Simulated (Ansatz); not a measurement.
ZrC

```
Zr C
1.0
     4.71158    0.00000    0.00000
     0.00000    4.71158    0.00000
     0.00000    0.00000    4.71158
Zr C
4 4
Direct
  0.50000 0.00000 0.00000
  0.00000 0.50000 0.00000
  0.00000 0.00000 0.50000
  0.50000 0.50000 0.50000
  0.00000 0.00000 0.00000
  0.50000 0.50000 0.00000
  0.50000 0.00000 0.50000
  0.00000 0.50000 0.50000
```

Space group Fm-3m.

Method: DFT r2SCAN, scalar-relativistic, plane waves, PAW in Ansatz 0.2.0.

Q: What can the converged valence pseudo-density and electron localisation function tell about the bonding?

A: Zr–C (2.36 Å): ρ is about 0.45 e/Å³ halfway; the ELF peaks at about 0.80 in the valence shell of C, 0.7 Å from its nucleus, and is about 0.25 at the midpoint (no localised pair shows between them).

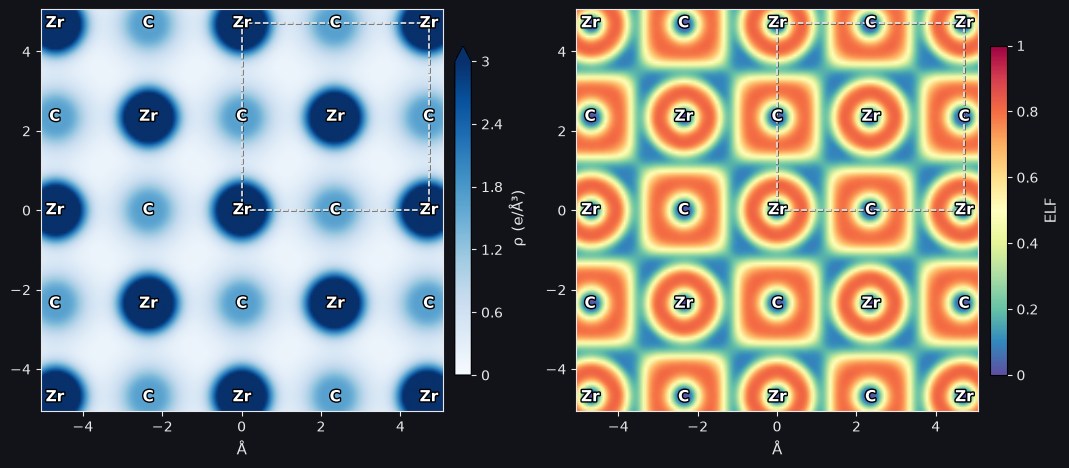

Computed valence pseudo-density and electron localisation function on the (010) plane of the conventional cell, in this order. 

Core electrons are frozen (PAW), and the valence fields are smoothed inside the atomic spheres.
